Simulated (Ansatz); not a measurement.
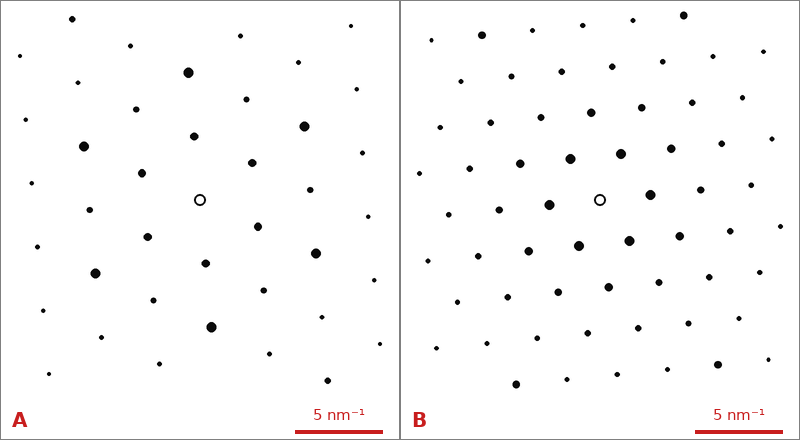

Kinematic electron diffraction patterns (120 kV, B = 0.5 Å², same scale, each along a low-index zone) of two structures of composition Ti3H, each relaxed at zero pressure with DFT r2SCAN, scalar-relativistic, plane waves, PAW in Ansatz 0.2.0. The runs are not spin-polarised.

The structures (standard cells):
1. Pm-3m (No. 221), a = 3.849 Å, 4 atoms; generated start, possibly hypothetical
2. Pm-3n (No. 223), a = 4.856 Å, 8 atoms; generated start, possibly hypothetical

**Which pattern belongs to which structure, and along which zone?**

A is structure 1 along [111] or an equivalent direction: hexagonal net of -1 1 0 at d = 2.72 Å and -1 0 1 at d = 2.72 Å, 60.0° apart. B is structure 2 along [111] or an equivalent direction: hexagonal net of -1 1 0 at d = 3.43 Å and -1 0 1 at d = 3.43 Å, 60.0° apart.

**Rank the structures by their computed energy.**

Structure 2 (Pm-3n, 14.32 Å³ an atom) is the lowest of these; structure 1 (Pm-3m, 14.25 Å³ an atom) lies about 48 meV an atom higher. These are static energies at 0 K; other structures, not shown, may lie lower still.
